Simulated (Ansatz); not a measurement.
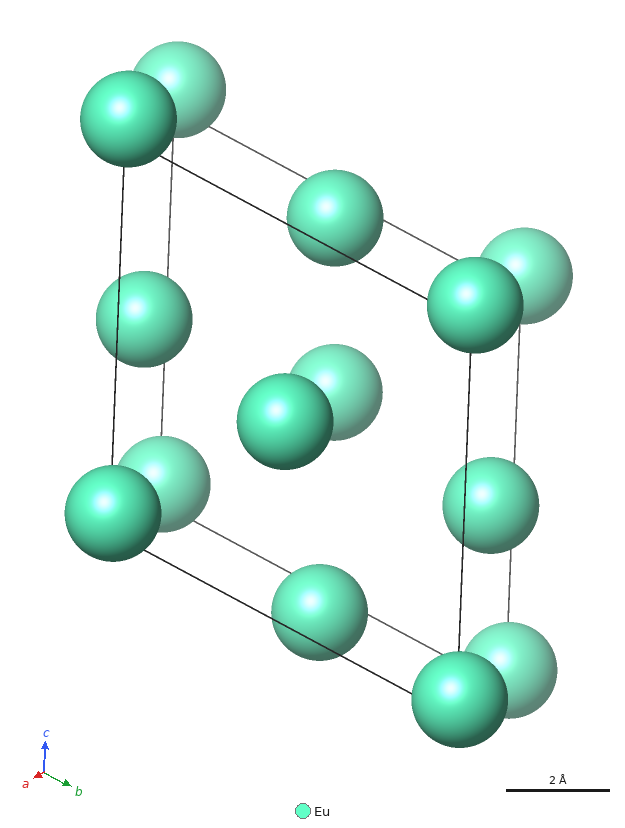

Drawn in the spheres-only manner and seen slightly off an axis. The frame is the cell (the run's own, in a reduced setting); atoms at its boundary are shown with their periodic copies.

```xyz
4
Lattice="2.2764 2.2921 -2.3088 2.2717 -6.9394 -2.3766 -6.9401 2.2874 -2.4245" Properties=species:S:1:pos:R:3 pbc="T T T"
Eu    1.9272    2.3270   -2.4051
Eu   -2.3611    2.2378   -2.3614
Eu    2.2735   -2.5510   -2.4297
Eu   -2.3881   -2.1653   -2.4361
```

The numbers come from DFT, PAW plane waves, PBE (Ansatz), using a basis cut at 420 eV, k-points about 0.34 Å⁻¹ apart, Fermi-Dirac smearing of 0.063 eV, collinear spins.

Which sites are magnetic, and in what arrangement?

Answer. In the lowest state found: ferromagnetic (within this cell). Site moments: 4 Eu +7.1 μB. The net spin moment of the whole cell is 29.7 μB, including what lies between the atoms and on sites without an arrow.

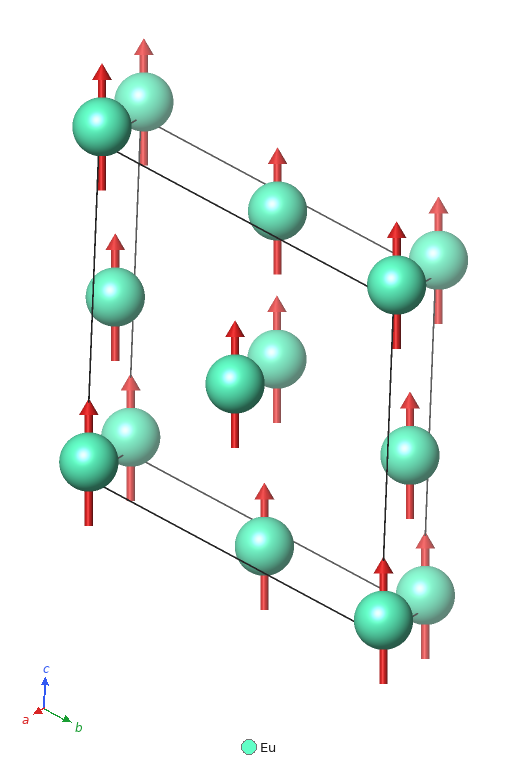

Arrows are the site magnetic moments above 0.25 μB; longer means larger, and red and blue are up and down (without spin-orbit coupling the axis itself is arbitrary).

Shown is a known structure type with the cell strained and the atoms shaken on purpose, as it stood before any relaxation. An electronic-structure calculation with Ansatz was run on it.
